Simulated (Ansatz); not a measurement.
Sn

The calculation's input:

```
crystal:
  lattice:
    - [0.0, 2.2690547203, 2.2690547203]
    - [2.2690547203, 0.0, 2.2690547203]
    - [2.2690547203, 2.2690547203, 0.0]
  atoms:
    - { symbol: Sn, position: [0.0, 0.0, 0.0] }
hamiltonian:
  xc: pbesol
  pseudopotentials:
    kind: paw
    azcp:
      Sn: "pseudopotentials/Sn.paw.azcp"
basis:
  ecutwfc: 420
  fft_grid_basis: typed
kpoints:
  mp_grid: { grid: [13, 13, 13], shift: [0, 0, 0] }
magnetization:
  spin_polarized: false
scf:
  occupations: { method: fermi_dirac, width: 0.1 }
  lower_state_search: "off"
output:
  stress: true
  write_density: true
  write_potential: true
  elf: true
  volumetric_format: npy
```

Run with:

```sh
ansatz run input.yaml --threads 2 --pin off --max-ram 5120MiB --backend cpu --events-out ev --progress --plain --runs-dir out
```

Below, planes, directions and counts refer to the conventional cell (a = 4.54 Å, b = 4.54 Å, c = 4.54 Å, α = 90.00°, β = 90.00°, γ = 90.00°).

Space group Fm-3m; set up as Sn, fcc; a generated structure, not necessarily the stable one; changed on purpose from its base cell (volume × 0.88); computed pressure about 9 GPa in this cell.

Method: Ansatz 0.2.0, DFT, PBEsol, plane waves (420 eV) with PAW, scalar-relativistic.

Predict the valence pseudo-density and electron localisation function between the atoms.

Answer. Sn–Sn (3.21 Å): ρ is about 0.18 e/Å³ halfway; the ELF is about 0.35 at the midpoint.

Does the calculation make it a metal, or give it a gap?

Answer. It is gapless in this calculation (a metal or semimetal).

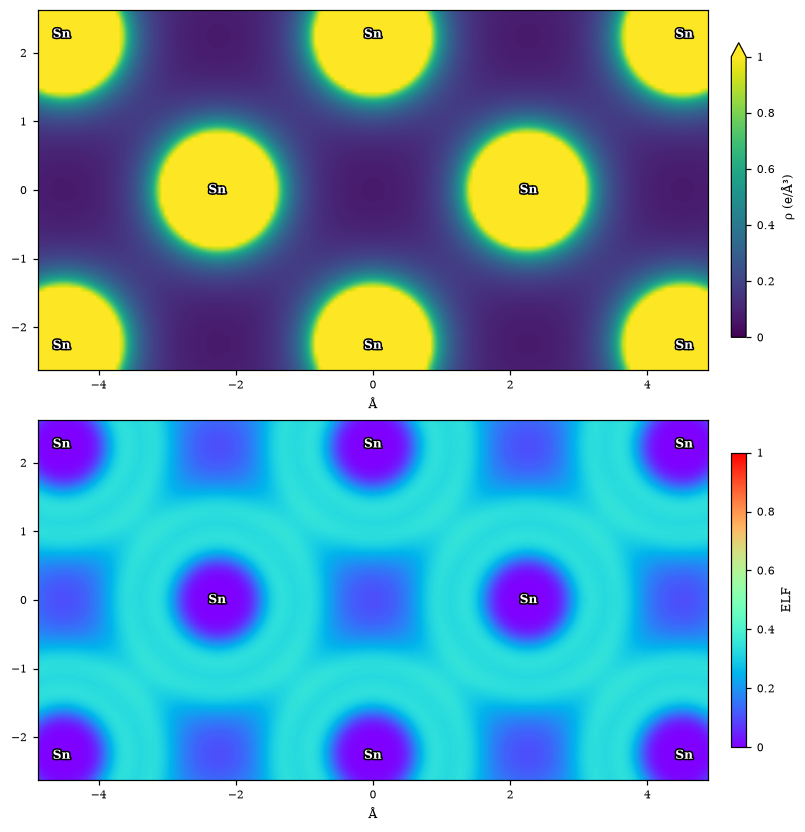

Computed valence pseudo-density and electron localisation function on the (100) plane of the conventional cell, in this order. 
